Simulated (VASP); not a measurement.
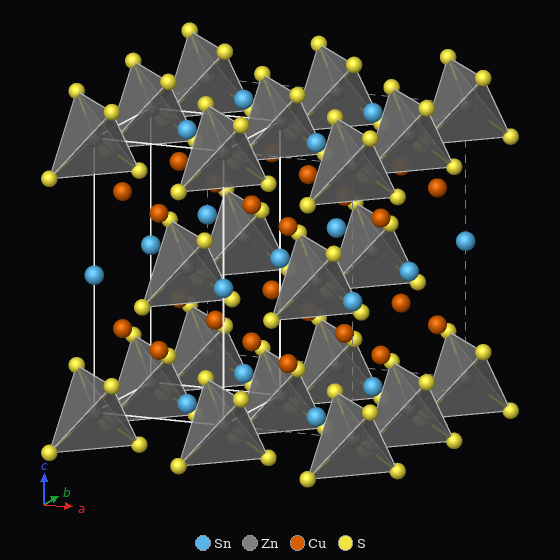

Polyhedra are drawn about Zn (bonds: S–Zn below 2.6 Å); other atoms are plain spheres.

ZnCu₂SnS₄ (space group I-42m, No. 121). Coordinates: a cell listed in the Materials Project, as set up for an electronic-structure calculation.

Question: What figure surrounds each Zn atom, and how are these polyhedra linked?

Answer: Zn: ZnS4 tetrahedron. The tetrahedra are isolated from each other. Their corner atoms also have Cu and Sn as close neighbours (those links are not drawn).
